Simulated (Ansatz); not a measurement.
Geometry relaxation, with input and output: Re (part 2 of 2)

Re (slab, 4 atoms in the cell); DFT, PBE, PAW with Ansatz's default frozen-core files, scalar-relativistic, no spin polarisation (Ansatz 0.2.0); cutoff 420 eV, 14×14×1 k-mesh, Fermi–Dirac smearing of 0.05 eV. It belongs to a series of runs on one base structure; here: atoms relaxed, PAW files.

Geometry of the input (Å; fractional positions):
```
2.7751  0.0000  0.0000
-1.3876  2.4033  0.0000
0.0000  0.0000  19.7256
Re 0.8333  0.1667  0.3295
Re 0.1667  0.8333  0.4432
Re 0.8333  0.1667  0.5568
Re 0.1667  0.8333  0.6705
```

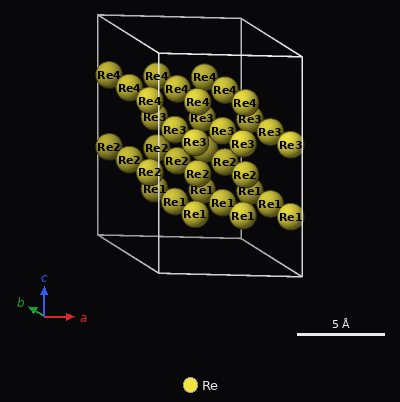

The geometry at step 2 of the log (spheres-only view of the 3 × 3 repeat of the cell, with the vacuum cut short, seen slightly off an axis; atoms are numbered from 1 in the order of the input).

**The program's output, continued**
```
SCF iter   1: F=—  HF=-43470.229512 eV  |F-HF|=—  |Δ(HF+E_count)|=         —  Δρ=1.48e-2  dr2=1.85e0  ethr=3.00e-3  p=0.000 e·Å  D=2.70e-8 V/Å  ΔV_dip=-0.00 eV  dr2_dipole=1.66e-14  V_vac-E_F(+/−)=5.02/5.02 eV  ⟨swp⟩=1.1  Hψ=3540  notcnv=0
efield: sawtooth ramp at fractional position 0.9500 (handed on by an earlier solve), width 0.1000; the density the first Hamiltonian is built on has a dipole p = 0.000 e·Å; the dipole correction subtracts the counter field D = 2.70e-8 V/Å, which shifts the + side's vacuum level by -0.00 eV against the − side's; the planar-averaged density in the ramp window peaks in size at 1.9e-5 e/Å³
preconditioner: auto → LDOS  [metal: Δε(μ)=0.047 eV  Ē_g=5.093 eV  σ=0.050 eV  W_gap=0.22  n_scr=14 (ndim 8)  ℏωp=17.1 eV  f_vac=0.483  D(μ)=2.65/eV (n_scr^D=10)  β→1.0]
SCF iter   2: F=—  HF=-43470.265180 eV  |F-HF|=—  |Δ(HF+E_count)|=   3.57e-2  Δρ=1.71e-2  dr2=2.75e0  ethr=3.00e-3  p=-0.000 e·Å  D=-4.83e-6 V/Å  ΔV_dip=0.00 eV  dr2_dipole=2.85e-11  V_vac-E_F(+/−)=4.91/4.91 eV  ⟨swp⟩=2.5  Hψ=1379  notcnv=0  defer=3
SCF iter   3: F=—  HF=-43470.156943 eV  |F-HF|=—  |Δ(HF+E_count)|=   1.08e-1  Δρ=2.22e-3  dr2=2.96e-2  ethr=3.00e-3  p=-0.000 e·Å  D=-1.02e-6 V/Å  ΔV_dip=0.00 eV  dr2_dipole=1.26e-10  V_vac-E_F(+/−)=4.96/4.96 eV  ⟨swp⟩=1.7  Hψ=1087  notcnv=0  defer=5
SCF iter   4: F=—  HF=-43470.147731 eV  |F-HF|=—  |Δ(HF+E_count)|=   9.21e-3  Δρ=7.15e-4  dr2=1.68e-3  ethr=4.93e-5  p=0.000 e·Å  D=4.65e-7 V/Å  ΔV_dip=-0.00 eV  dr2_dipole=1.45e-10  V_vac-E_F(+/−)=5.00/5.00 eV  ⟨swp⟩=2.2  Hψ=1307  notcnv=0  defer=18
SCF iter   5: F=—  HF=-43470.147402 eV  |F-HF|=—  |Δ(HF+E_count)|=   3.30e-4  Δρ=2.14e-4  dr2=1.73e-4  ethr=2.80e-6  p=0.000 e·Å  D=4.52e-7 V/Å  ΔV_dip=-0.00 eV  dr2_dipole=1.15e-11  V_vac-E_F(+/−)=5.00/5.00 eV  ⟨swp⟩=3.2  Hψ=1551  notcnv=0  defer=18
iter 6 did not close the SCF: its close was put off until two iterations running show no level that it waits for move by more than its bar (scf_convergence_deferred on its scf_iter line)
SCF iter   6: F=-43470.147433 eV  HF=-43470.147430 eV  |F-HF|=2.75e-6  |Δ(HF+E_count)|=   2.86e-5  Δρ=5.56e-5  dr2=3.73e-6  ethr=1.43e-8  p=0.000 e·Å  D=1.07e-7 V/Å  ΔV_dip=-0.00 eV  dr2_dipole=3.85e-13  V_vac-E_F(+/−)=5.00/5.00 eV  ⟨swp⟩=9.8  Hψ=4859  notcnv=0
iter 7 did not close the SCF: its close was put off until two iterations running show no level that it waits for move by more than its bar (scf_convergence_deferred on its scf_iter line)
SCF iter   7: F=-43470.147434 eV  HF=-43470.147434 eV  |F-HF|=1.52e-7  |Δ(HF+E_count)|=   3.48e-6  Δρ=1.69e-5  dr2=4.07e-7  ethr=6.22e-9  p=-0.000 e·Å  D=-8.01e-9 V/Å  ΔV_dip=0.00 eV  dr2_dipole=5.26e-13  V_vac-E_F(+/−)=5.00/5.00 eV  ⟨swp⟩=3.7  Hψ=3327  notcnv=0
SCF iter   8: F=-43470.147434 eV  HF=-43470.147434 eV  |F-HF|=5.31e-9  |Δ(HF+E_count)|=   3.36e-7  Δρ=4.02e-6  dr2=3.22e-8  ethr=6.78e-10  p=0.000 e·Å  D=3.34e-9 V/Å  ΔV_dip=-0.00 eV  dr2_dipole=1.04e-13  V_vac-E_F(+/−)=5.00/5.00 eV  ⟨swp⟩=2.1  Hψ=2519  notcnv=0
WARN: efield: at this solve's end the planar-averaged density reaches 1.96e-5 e/Å³ inside the ramp window [0.8993, 0.1007] (bound 1e-5 e/Å³); the window's nearer edge stands 4.65 Å from this solve's nearest atom along the axis. Its work functions, free energy, forces, stress, dipole, levels and responses can be off, and this figure does not tell by how much. A short vacuum, a low `basis.ecutwfc` or `basis.ecutrho_ratio` and negative occupations (`scf.occupations.method`) can put density there. See the manual's quickstart, § The vacuum guard
SCF 4 converged in 8 iterations: F = -43470.147434 eV  dr2 = 3.22e-8
relax step   4: F+E_penalty+E_count = -43470.14743413 eV  Δ(F+E_penalty+E_count) = -1.843e-2 eV  max|allowed force component| = 2.532e-1 eV/Å  Δτ_max = 0.0975 Å  (8 SCF iters, dr2 threshold 8.58e-6 eV, accepted)
iter 1 solved again at ethr=6.13e-4 eV; its pass at ethr=3.10e-3 eV (dr2=3.68e-1 eV) is discarded
SCF iter   1: F=—  HF=-43470.178645 eV  |F-HF|=—  |Δ(HF+E_count)|=         —  Δρ=6.36e-3  dr2=3.61e-1  ethr=6.13e-4  p=0.000 e·Å  D=3.34e-9 V/Å  ΔV_dip=-0.00 eV  dr2_dipole=3.98e-14  V_vac-E_F(+/−)=5.01/5.01 eV  ⟨swp⟩=1.5  Hψ=2980  notcnv=0  defer=11
efield: sawtooth ramp at fractional position 0.9500 (handed on by an earlier solve), width 0.1000; the density the first Hamiltonian is built on has a dipole p = 0.000 e·Å; the dipole correction subtracts the counter field D = 3.34e-9 V/Å, which shifts the + side's vacuum level by -0.00 eV against the − side's; the planar-averaged density in the ramp window peaks in size at 2.1e-5 e/Å³
preconditioner: auto → LDOS  [metal: Δε(μ)=0.009 eV  Ē_g=5.005 eV  σ=0.050 eV  W_gap=0.05  n_scr=14 (ndim 8)  ℏωp=17.1 eV  f_vac=0.481  D(μ)=3.21/eV (n_scr^D=12)  β→1.0]
SCF iter   2: F=—  HF=-43470.173255 eV  |F-HF|=—  |Δ(HF+E_count)|=   5.39e-3  Δρ=5.13e-3  dr2=1.84e-1  ethr=6.01e-4  p=0.000 e·Å  D=3.77e-7 V/Å  ΔV_dip=-0.00 eV  dr2_dipole=4.27e-11  V_vac-E_F(+/−)=5.06/5.07 eV  ⟨swp⟩=2.3  Hψ=1130  notcnv=0  defer=11
SCF iter   3: F=—  HF=-43470.164466 eV  |F-HF|=—  |Δ(HF+E_count)|=   8.79e-3  Δρ=1.03e-3  dr2=8.13e-3  ethr=3.07e-4  p=0.000 e·Å  D=3.74e-7 V/Å  ΔV_dip=-0.00 eV  dr2_dipole=7.14e-11  V_vac-E_F(+/−)=5.04/5.04 eV  ⟨swp⟩=2.5  Hψ=1207  notcnv=0  defer=13
SCF iter   4: F=—  HF=-43470.163506 eV  |F-HF|=—  |Δ(HF+E_count)|=   9.59e-4  Δρ=2.09e-4  dr2=1.81e-4  ethr=1.35e-5  p=0.000 e·Å  D=3.53e-7 V/Å  ΔV_dip=-0.00 eV  dr2_dipole=2.77e-12  V_vac-E_F(+/−)=5.03/5.03 eV  ⟨swp⟩=2.3  Hψ=1220  notcnv=0  defer=13
SCF iter   5: F=—  HF=-43470.163467 eV  |F-HF|=—  |Δ(HF+E_count)|=   3.98e-5  Δρ=7.52e-5  dr2=1.78e-5  ethr=3.02e-7  p=0.000 e·Å  D=1.81e-7 V/Å  ΔV_dip=-0.00 eV  dr2_dipole=1.64e-12  V_vac-E_F(+/−)=5.03/5.03 eV  ⟨swp⟩=3.0  Hψ=1457  notcnv=0  defer=18
iter 6 did not close the SCF: its close was put off until two iterations running show no level that it waits for move by more than its bar (scf_convergence_deferred on its scf_iter line)
SCF iter   6: F=-43470.163468 eV  HF=-43470.163468 eV  |F-HF|=2.80e-7  |Δ(HF+E_count)|=   1.78e-6  Δρ=2.50e-5  dr2=1.61e-6  ethr=6.68e-9  p=0.000 e·Å  D=1.06e-7 V/Å  ΔV_dip=-0.00 eV  dr2_dipole=1.38e-13  V_vac-E_F(+/−)=5.03/5.03 eV  ⟨swp⟩=11.0  Hψ=4329  notcnv=0
iter 7 did not close the SCF: its close was put off until two iterations running show no level that it waits for move by more than its bar (scf_convergence_deferred on its scf_iter line)
SCF iter   7: F=-43470.163469 eV  HF=-43470.163469 eV  |F-HF|=3.96e-8  |Δ(HF+E_count)|=   7.00e-7  Δρ=7.22e-6  dr2=7.84e-8  ethr=2.69e-9  p=0.000 e·Å  D=3.37e-8 V/Å  ΔV_dip=-0.00 eV  dr2_dipole=4.42e-14  V_vac-E_F(+/−)=5.03/5.03 eV  ⟨swp⟩=3.0  Hψ=2962  notcnv=0
SCF iter   8: F=-43470.163469 eV  HF=-43470.163469 eV  |F-HF|=2.04e-8  |Δ(HF+E_count)|=   6.46e-8  Δρ=2.36e-6  dr2=2.51e-8  ethr=1.31e-10  p=0.000 e·Å  D=1.06e-8 V/Å  ΔV_dip=-0.00 eV  dr2_dipole=3.23e-14  V_vac-E_F(+/−)=5.03/5.03 eV  ⟨swp⟩=1.9  Hψ=2170  notcnv=0
WARN: efield: at this solve's end the planar-averaged density reaches 2.09e-5 e/Å³ inside the ramp window [0.8993, 0.1007] (bound 1e-5 e/Å³); the window's nearer edge stands 4.61 Å from this solve's nearest atom along the axis. Its work functions, free energy, forces, stress, dipole, levels and responses can be off, and this figure does not tell by how much. A short vacuum, a low `basis.ecutwfc` or `basis.ecutrho_ratio` and negative occupations (`scf.occupations.method`) can put density there. See the manual's quickstart, § The vacuum guard
SCF 5 converged in 8 iterations: F = -43470.163469 eV  dr2 = 2.51e-8
relax step   5: F+E_penalty+E_count = -43470.16346909 eV  Δ(F+E_penalty+E_count) = -1.603e-2 eV  max|allowed force component| = 2.663e-2 eV/Å  Δτ_max = 0.0405 Å  (8 SCF iters, dr2 threshold 4.01e-6 eV, accepted)
SCF iter   1: F=—  HF=-43470.163599 eV  |F-HF|=—  |Δ(HF+E_count)|=         —  Δρ=3.59e-4  dr2=1.07e-3  ethr=2.18e-5  p=0.000 e·Å  D=1.06e-8 V/Å  ΔV_dip=-0.00 eV  dr2_dipole=8.32e-14  V_vac-E_F(+/−)=5.03/5.03 eV  ⟨swp⟩=2.0  Hψ=1410  notcnv=0  defer=1
efield: sawtooth ramp at fractional position 0.9500 (handed on by an earlier solve), width 0.1000; the density the first Hamiltonian is built on has a dipole p = 0.000 e·Å; the dipole correction subtracts the counter field D = 1.06e-8 V/Å, which shifts the + side's vacuum level by -0.00 eV against the − side's; the planar-averaged density in the ramp window peaks in size at 2.1e-5 e/Å³
preconditioner: auto → LDOS  [metal: Δε(μ)=0.058 eV  Ē_g=5.023 eV  σ=0.050 eV  W_gap=0.28  n_scr=14 (ndim 8)  ℏωp=17.1 eV  f_vac=0.481  D(μ)=3.05/eV (n_scr^D=12)  β→1.0]
SCF iter   2: F=—  HF=-43470.163583 eV  |F-HF|=—  |Δ(HF+E_count)|=   1.56e-5  Δρ=2.69e-4  dr2=5.26e-4  ethr=1.78e-6  p=0.000 e·Å  D=1.28e-8 V/Å  ΔV_dip=-0.00 eV  dr2_dipole=5.47e-14  V_vac-E_F(+/−)=5.02/5.02 eV  ⟨swp⟩=1.8  Hψ=1143  notcnv=0  defer=1
SCF iter   3: F=—  HF=-43470.163558 eV  |F-HF|=—  |Δ(HF+E_count)|=   2.55e-5  Δρ=5.34e-5  dr2=2.03e-5  ethr=8.76e-7  p=0.000 e·Å  D=2.43e-9 V/Å  ΔV_dip=-0.00 eV  dr2_dipole=4.94e-14  V_vac-E_F(+/−)=5.03/5.03 eV  ⟨swp⟩=1.9  Hψ=1085  notcnv=0  defer=1
SCF iter   4: F=—  HF=-43470.163539 eV  |F-HF|=—  |Δ(HF+E_count)|=   1.89e-5  Δρ=1.16e-5  dr2=4.39e-7  ethr=3.38e-8  p=-0.000 e·Å  D=-4.37e-9 V/Å  ΔV_dip=0.00 eV  dr2_dipole=7.09e-13  V_vac-E_F(+/−)=5.03/5.03 eV  ⟨swp⟩=2.5  Hψ=1202  notcnv=0  defer=1
SCF iter   5: F=-43470.163539 eV  HF=-43470.163539 eV  |F-HF|=1.61e-8  |Δ(HF+E_count)|=  6.18e-10  Δρ=3.24e-6  dr2=2.93e-8  ethr=1.67e-10  p=-0.000 e·Å  D=-1.40e-8 V/Å  ΔV_dip=0.00 eV  dr2_dipole=2.32e-13  V_vac-E_F(+/−)=5.03/5.03 eV  ⟨swp⟩=9.2  Hψ=4213  notcnv=0
WARN: efield: at this solve's end the planar-averaged density reaches 2.08e-5 e/Å³ inside the ramp window [0.8993, 0.1007] (bound 1e-5 e/Å³); the window's nearer edge stands 4.61 Å from this solve's nearest atom along the axis. Its work functions, free energy, forces, stress, dipole, levels and responses can be off, and this figure does not tell by how much. A short vacuum, a low `basis.ecutwfc` or `basis.ecutrho_ratio` and negative occupations (`scf.occupations.method`) can put density there. See the manual's quickstart, § The vacuum guard
SCF 6 converged in 5 iterations: F = -43470.163539 eV  dr2 = 2.93e-8
relax step   6: F+E_penalty+E_count = -43470.16353895 eV  Δ(F+E_penalty+E_count) = -6.986e-5 eV  max|allowed force component| = 5.820e-4 eV/Å  Δτ_max = 0.0028 Å  (5 SCF iters, accepted)
SCF converged after 5 iterations
Free energy (F): -43470.163539 eV
Harris-Foulkes:  -43470.163539 eV  (|F-HF|=1.61e-8)
Internal energy: -43470.137848 eV  (E = F + TS)
E sigma→0 (E₀):  -43470.150693 eV
Entropy (-TS):   -0.025691 eV (-6.423 meV/atom)
Fermi energy:    8.003848 eV
Dipole field:    D = 0.000001 V/Å  (p = 0.000001 e·Å, saw-weighted, corrected)
Work function:   Φ+ = 5.0260 eV   Φ− = 5.0263 eV
Levels:          The Fermi level and band energies are counted from a zero that moves with the ramp; work functions are not
Vacuum region:   at the solve's end the planar-averaged density reaches 2.08e-5 e/Å³ inside the ramp window [0.8993, 0.1007] (bound 1e-5 e/Å³)
--- Per-component energies (eV) ---
  E_band       = -1231.377248
  E_kinetic    = 2157.782330
  E_local      = -54013.202055  (includes V_loc(G=0)·N_el)
  E_nonlocal   = 197.507219
  E_hartree    = 26105.991538
  E_xc         = -1611.905115
  E_vxc        = -1211.054572  (∫ρ·V_xc dr)
  E_paw        = -34636.548939  (= ΣΔE_a)
  E_vpaw       = -574.379191  (= ΣTr[D̂ρ^β])
  E_aug_tail   = -0.000280  (compensation charges beyond the density's cutoff)
  E_efield     = 0.000000  (sawtooth field / dipole correction)
  E_vefield    = 0.000000  (∫n·V_field dr)
  E_ewald      = 18330.237453
  E_smearing   = -0.025691  (= −TS)
  E_closure    = 0.000000  (closes the sum)
  Σ components = -43470.163539   (vs F -43470.163539, Δ=0.00e0)
--- Forces (eV/Å), atoms counted from 1 ---
  atom   1  Re    -0.00000000     0.00000000    -0.00040398
  atom   2  Re     0.00000000    -0.00000000     0.00058182
  atom   3  Re     0.00000000     0.00000000    -0.00058210
  atom   4  Re    -0.00000000     0.00000000     0.00040398
  max |Σ_I F_I| component: 2.70e-7 eV/Å
--- Stress (GPa, compression-positive) ---
       -3.152238      -0.000000      -0.000000
        0.000000      -3.152238      -0.000000
       -0.000000       0.000000       0.001954
  P = ⅓ Tr σ = -2.1008 GPa (-21.008 kbar)
--- Band table (eV; the first three rows and the last of 24) ---
  k-point 0: bands = ["-71.6716", "-71.6380", "-71.5135", "-71.5079", "-34.1169", "-33.8736", "-33.2336", "-33.1521", "-33.1521", "-33.1041", "-33.1041", "-33.0128", "-32.9369", "-32.9369", "-32.9275", "-32.9275", "-1.1514", "0.1455", "1.4633", "1.6043", "5.8093", "6.3656", "6.3656", "6.4346", "6.4346", "6.4698", "6.7629", "6.8502", "6.8502", "7.0768", "7.0768", "7.9231", "8.9337", "8.9394", "8.9394", "9.9387"]
  k-point 1: bands = ["-71.6671", "-71.6341", "-71.5107", "-71.5054", "-34.1015", "-33.8675", "-33.2757", "-33.1978", "-33.1656", "-33.1158", "-33.1066", "-33.0358", "-32.9703", "-32.9554", "-32.9454", "-32.9351", "-0.9475", "0.3463", "1.6743", "1.8053", "5.5325", "6.0725", "6.2221", "6.4338", "6.5167", "6.5982", "6.7924", "6.9204", "6.9915", "6.9966", "7.2189", "7.8974", "8.3794", "8.8600", "8.8979", "9.8772"]
  k-point 2: bands = ["-71.6544", "-71.6232", "-71.5029", "-71.4984", "-34.0578", "-33.8547", "-33.3949", "-33.3171", "-33.2027", "-33.1484", "-33.1320", "-33.1080", "-33.0861", "-32.9833", "-32.9693", "-32.9564", "-0.3720", "0.8974", "2.2496", "2.3460", "4.9688", "5.5532", "5.7252", "6.1678", "6.3758", "6.9120", "6.9370", "7.0381", "7.1950", "7.3399", "7.5794", "7.6379", "7.8087", "8.8010", "8.8860", "9.7737"]
  k-point 23: bands = ["-71.5585", "-71.5553", "-71.4534", "-71.4534", "-33.9298", "-33.9191", "-33.8333", "-33.7635", "-33.7199", "-33.7157", "-33.4661", "-33.4310", "-33.3003", "-33.2584", "-33.1908", "-33.1683", "3.1941", "3.5270", "3.8861", "4.0900", "4.3109", "4.5139", "4.9215", "5.8295", "5.9303", "6.5066", "6.5393", "6.7514", "6.8175", "7.9607", "9.1827", "10.5112", "10.5641", "10.7678", "11.3243", "11.5886"]
--- Relaxed structure (6 steps of the walk, 5 accepted, 0 SCFs on fresh bases) ---
  F+E_penalty+E_count = -43470.16353895 eV   max|allowed force component| = 5.820e-4 eV/Å
  atoms:
    - { symbol: Re, position: [0.8333333333333334, 0.16666666666666666, 0.3343428617103897] }
    - { symbol: Re, position: [0.16666666666666663, 0.8333333333333334, 0.4406898941528997] }
    - { symbol: Re, position: [0.8333333333333334, 0.16666666666666666, 0.5593101055273205] }
    - { symbol: Re, position: [0.16666666666666663, 0.8333333333333334, 0.6656571386093901] }
```

**Trajectory as extended XYZ (Å, eV, eV/Å), 6 frames, from step=1 to step=6**
```
4
Lattice="2.7751 0.0000 0.0000 -1.3876 2.4033 0.0000 0.0000 0.0000 19.7256" Properties=species:S:1:pos:R:3:forces:R:3 step=1 energy=-43469.93141
Re    2.0813    0.4006    6.5000    0.0000   0.0000   1.3196
Re   -0.6938    2.0028    8.7419    0.0000   0.0000  -1.5503
Re    2.0813    0.4006   10.9837    0.0000   0.0000   1.5503
Re   -0.6938    2.0028   13.2256    0.0000   0.0000  -1.3196
4
Lattice="2.7751 0.0000 0.0000 -1.3876 2.4033 0.0000 0.0000 0.0000 19.7256" Properties=species:S:1:pos:R:3:forces:R:3 step=2 energy=-43469.93041 accepted=F
Re    2.0813    0.4006    6.6949    0.0000   0.0000  -2.0378
Re   -0.6938    2.0028    8.6694    0.0000   0.0000   1.9419
Re    2.0813    0.4006   11.0562    0.0000   0.0000  -1.9420
Re   -0.6938    2.0028   13.0307    0.0000   0.0000   2.0378
4
Lattice="2.7751 0.0000 0.0000 -1.3876 2.4033 0.0000 0.0000 0.0000 19.7256" Properties=species:S:1:pos:R:3:forces:R:3 step=3 energy=-43470.12901
Re    2.0813    0.4006    6.5354    0.0000   0.0000   0.3704
Re   -0.6938    2.0028    8.6491    0.0000   0.0000   0.2513
Re    2.0813    0.4006   11.0765    0.0000   0.0000  -0.2513
Re   -0.6938    2.0028   13.1902    0.0000   0.0000  -0.3704
4
Lattice="2.7751 0.0000 0.0000 -1.3876 2.4033 0.0000 0.0000 0.0000 19.7256" Properties=species:S:1:pos:R:3:forces:R:3 step=4 energy=-43470.14743
Re    2.0813    0.4006    6.6328    0.0000   0.0000  -0.2490
Re   -0.6938    2.0028    8.7212    0.0000   0.0000  -0.2532
Re    2.0813    0.4006   11.0044    0.0000   0.0000   0.2532
Re   -0.6938    2.0028   13.0928    0.0000   0.0000   0.2490
4
Lattice="2.7751 0.0000 0.0000 -1.3876 2.4033 0.0000 0.0000 0.0000 19.7256" Properties=species:S:1:pos:R:3:forces:R:3 step=5 energy=-43470.16347
Re    2.0813    0.4006    6.5923    0.0000   0.0000   0.0266
Re   -0.6938    2.0028    8.6917    0.0000   0.0000  -0.0028
Re    2.0813    0.4006   11.0339    0.0000   0.0000   0.0028
Re   -0.6938    2.0028   13.1333    0.0000   0.0000  -0.0266
4
Lattice="2.7751 0.0000 0.0000 -1.3876 2.4033 0.0000 0.0000 0.0000 19.7256" Properties=species:S:1:pos:R:3:forces:R:3 step=6 energy=-43470.16354
Re    2.0813    0.4006    6.5951    0.0000   0.0000  -0.0004
Re   -0.6938    2.0028    8.6929    0.0000   0.0000   0.0006
Re    2.0813    0.4006   11.0327    0.0000   0.0000  -0.0006
Re   -0.6938    2.0028   13.1305    0.0000   0.0000   0.0004
```

**Results in brief**

- outcome: converged
- electrons treated: 60
- free energy: −43470.1635 eV
- Fermi energy: 8.004 eV
- final volume: 131.56 Å³
- largest force (length of the vector) at the end: 0.001 eV/Å
- hardware: 2 threads of Arm Neoverse V1, 24 GiB of memory available, shared host
- wall time: 45 s (CPU time 88 s)
- peak memory: 0.41 GiB

Warnings of the run: the SCF threshold is looser than advised for the printed stress; the density in the vacuum is higher than it should be, so vacuum levels may be off. Spin–orbit coupling is left out, which matters for Re.
